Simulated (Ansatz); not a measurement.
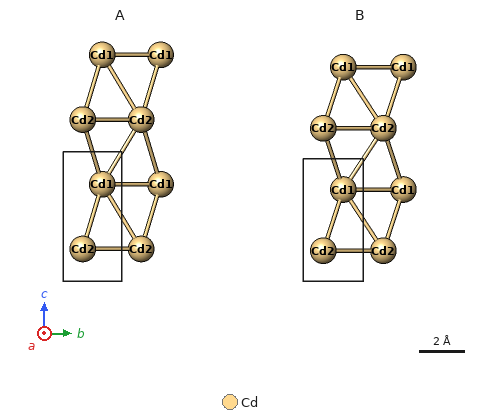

Two geometries of solid Cd (built on the hcp type), drawn at one scale. One is the start of a relaxation, the other its converged end. Style: ball-and-stick. Shown: the cell of the calculation, repeated 1 × 2 × 2 with one cell outlined, along the a axis.

The calculation used DFT r2SCAN, scalar-relativistic, plane waves, PAW in Ansatz 0.2.0. (plane-wave cutoff 600 eV; k-point mesh 16 × 16 × 8; occupations gaussian; smearing width 0.05 eV; no spin polarisation; cell relaxed at fixed volume; force threshold 0.02 eV/Å; at most 40 steps)

### Which geometry has the lower energy?

Structure A is the relaxed one. Over 2 accepted moves (3 points after the start) the energy falls by 11.2 meV per atom. All forces vanish by symmetry, so only the cell relaxes. Pressure: −2.34 GPa at the start and −1.61 GPa at the end. At 1 point the geometry stayed and the basis and grid were re-selected for the new cell (energy shift of less than 0.05 meV per atom at most each time). No atom moves by more than 0.005 Å relative to the cell. The drawn cell changes at constant volume: a = b 3.091 → 3.006 Å (−2.7 %), c 5.458 → 5.771 Å (+5.7 %). Among the contacts that change: Cd1–Cd2 3.261 → 3.367 Å, Cd1–Cd1 3.091 → 3.006 Å. The space group stays P6_3/mmc (No. 194).
